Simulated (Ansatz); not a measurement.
**Ti3Al: density, localisation and related maps**

```
CELL_PARAMETERS angstrom
0.00000 -3.19152 -3.19152
-3.19152 0.00000 -3.19152
3.19152 3.19152 -6.38304
ATOMIC_POSITIONS crystal
Ti 0.37500 0.37500 0.87500
Ti 0.87500 0.87500 0.37500
Ti 0.12500 0.12500 0.62500
Ti 0.62500 0.62500 0.12500
Ti 0.50000 0.50000 0.50000
Ti 0.00000 0.00000 0.00000
Al 0.75000 0.75000 0.75000
Al 0.25000 0.25000 0.25000
```

Space group Fm-3m; a structure from a database of computed crystals, not necessarily the ambient phase; spin-polarised.

Computed with Ansatz 0.2.0, DFT PBEsol, scalar-relativistic, plane waves, PAW.

In a PAW calculation such maps are meaningful between the atoms, not at the nuclei.

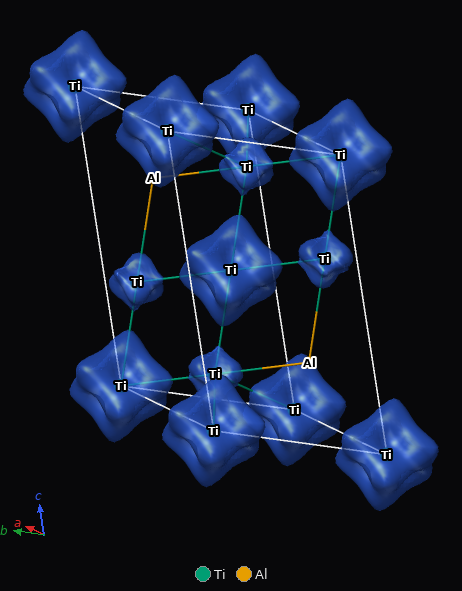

Figure 1. Isosurfaces of the spin density (up minus down) at +0.05 (blue) and −0.05 e/Å³ (red), seen at an oblique angle. Sticks mark near contacts.

> Which atoms carry the moments, and with what signs?

The spin density sits on Ti: +0.9 μB (×2) in one cell of 8 atoms, with smaller moments on other sites: Ti (up to +0.21 μB): parallel moments (a ferromagnetic arrangement) in this solution. The cell of the calculation (8 atoms) carries 3.3 μB of net spin moment. Only one sign reaches the isovalue.

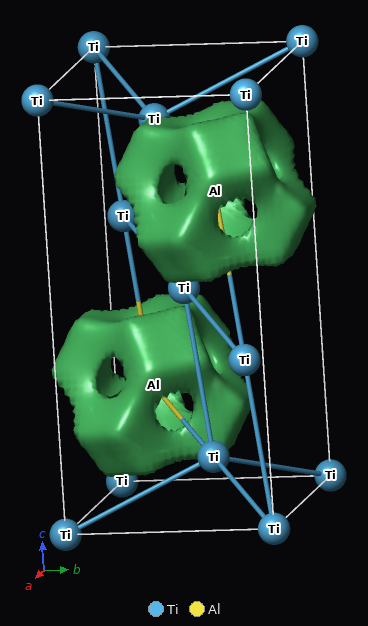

Figure 2. Isosurface of the electron localisation function at 0.6 (green), seen slightly off an axis. Core shells and regions of very low density are left out. Sticks mark near contacts.

> Identify the bonds, lone pairs and shells in this picture.

The surface consists of two regions wrapped around Al (the valence shell of each), counted in one cell of 8 atoms. Any copies at cell faces, edges or corners count once. Profiles from the grid: Ti–Al (2.76 Å): the ELF is about 0.30 at the midpoint. Ti–Ti (2.76 Å): the ELF is about 0.20 at the midpoint: no shared electron pair shows on this line.

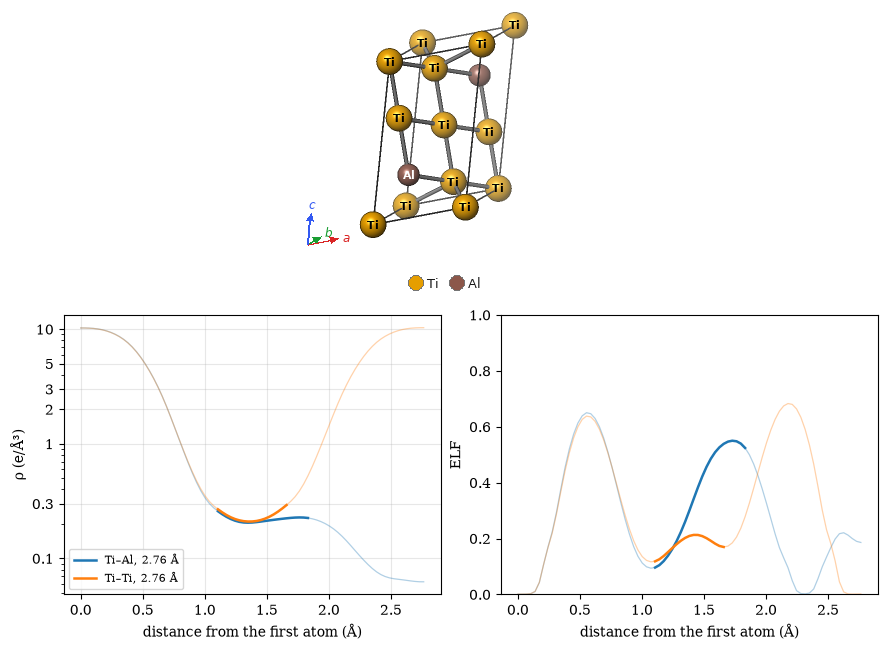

Figure 3. Valence electron density and ELF along straight lines between neighbouring atoms. Thin, pale parts lie inside the atomic spheres. The structure is drawn too.

> Compare the contacts.

Ti–Al (2.76 Å): ρ is about 0.21 e/Å³ halfway; the ELF is about 0.30 at the midpoint.
Ti–Ti (2.76 Å): ρ at the midpoint is about 0.21 e/Å³; the ELF is about 0.20 at the midpoint; no localised pair shows between them.

> Metal or insulator at this level of theory?

It is gapless in this calculation (a metal or semimetal).
